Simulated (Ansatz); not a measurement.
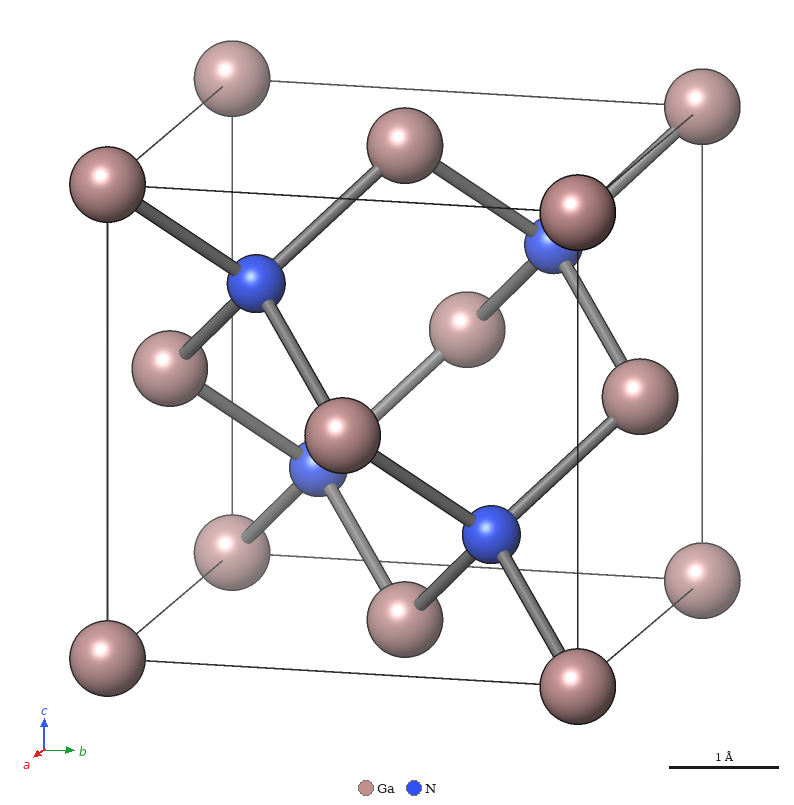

Crystal structure, ball-and-stick style, seen slightly off an axis. The frame is the conventional unit cell; atoms at its boundary are shown with their periodic copies.

GaN, space group F-43m (No. 216), a = 4.50 Å, b = 4.50 Å, c = 4.50 Å, α = 90.00°, β = 90.00°, γ = 90.00°.

The calculation used Ansatz, DFT r2SCAN, scalar-relativistic, plane waves, PAW, with plane waves to 500 eV, k-points about 0.30 Å⁻¹ apart, Gaussian smearing of 0.05 eV, no spin polarisation.

### Is it conducting or gapped at this level?

A semiconductor at this level, with a gap of 2.17 eV on the k-mesh (the true edges may lie between mesh points, so the gap can be somewhat smaller).

### Give the pressure and its sign.

The computed pressure is 0.0 GPa, close to zero.

The structure comes from a structure listed in the Materials Project. Earlier steps of the study, as a rule a relaxation of our own, may have changed the cell and positions, so they can lie some per cent off the listed ones. A calculation with Ansatz used it as input.
